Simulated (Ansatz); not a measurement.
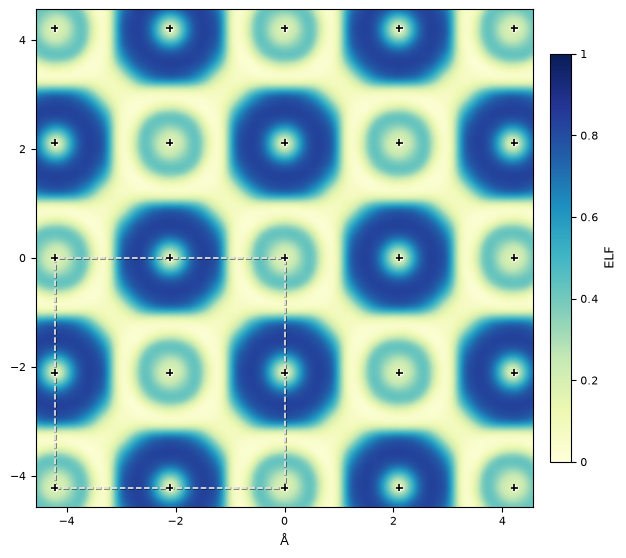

The ELF on a plane through atoms (crosses mark nuclei in the plane).

Level of theory: DFT, PBE, plane-wave PAW, default files, scalar-relativistic, frozen cores in Ansatz.

Candidates:
A. MgO, a = 4.22 Å, b = 4.22 Å, c = 4.22 Å, α = 90.00°, β = 90.00°, γ = 90.00°. Space group Fm-3m; computed pressure about 4 GPa in this cell.
B. CuO, a = 4.69 Å, b = 3.43 Å, c = 5.13 Å, α = 90.00°, β = 99.65°, γ = 90.00°. Space group C2/c; computed pressure about 7 GPa in this cell; the program warned that a starting moment wasn't kept; spin-polarised, but the moments vanished.
C. SiC, a = 3.14 Å, b = 3.14 Å, c = 15.42 Å, α = 90.00°, β = 90.00°, γ = 119.98°. Space group P6₃mc; computed pressure about −9 GPa in this cell.

### Which candidate gave the map?

Candidate A: MgO on the (001) plane of the conventional cell, which holds Mg and O. Mg–O (2.11 Å): the ELF peaks at about 0.85 in the valence shell of O, 0.6 Å from its nucleus, and is about 0.35 at the midpoint: an ionic contact with no shared pair.
